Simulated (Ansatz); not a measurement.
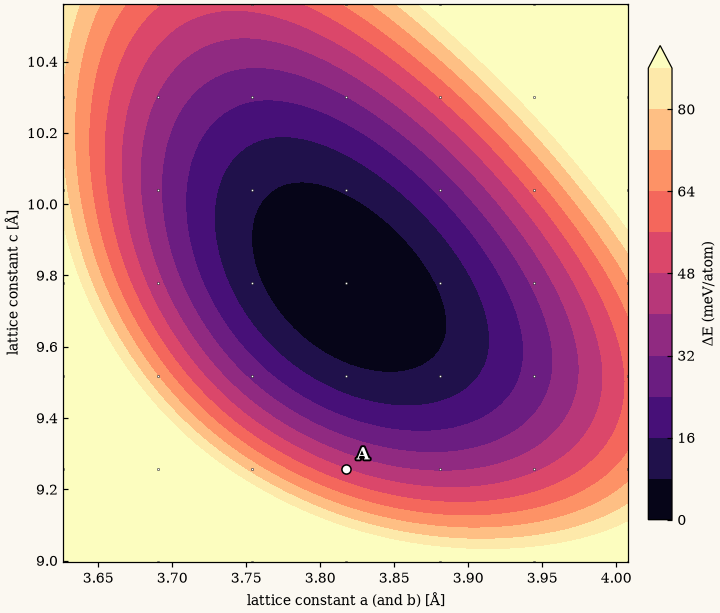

TiO2 (I4_1/amd, No. 141; 6 atoms in the cell). 
- The energy is mapped over the lattice constants a and c of the conventional cell.
- First axis: lattice constant a (and b). Second axis: lattice constant c.
- Nothing is relaxed (fractional coordinates fixed).
- Grid: 7 × 7 points.
- All energies are given in meV/atom relative to the lowest grid point.
- Method: DFT PBE+U, scalar-relativistic, plane waves, PAW in Ansatz 0.2.0. Settings: cutoff 520 eV, k-mesh 8×8×8, gaussian smearing 0.05 eV, U_eff Ti 4 eV, no spin polarisation.

In the figure: filled contours, dots at the grid points, one colour for all values above the top of the scale, the point A. Between grid points the surface is interpolated.

Is A at rest? If not, where is it pushed?

A, at lattice constant a (and b) = 3.817 Å, lattice constant c = 9.26 Å, is not a stationary point. The computed force is 290 meV/atom for each Å towards larger values of lattice constant a (and b) and 200 meV/atom for each Å towards larger values of lattice constant c.

PAW datasets: the set soft_1.
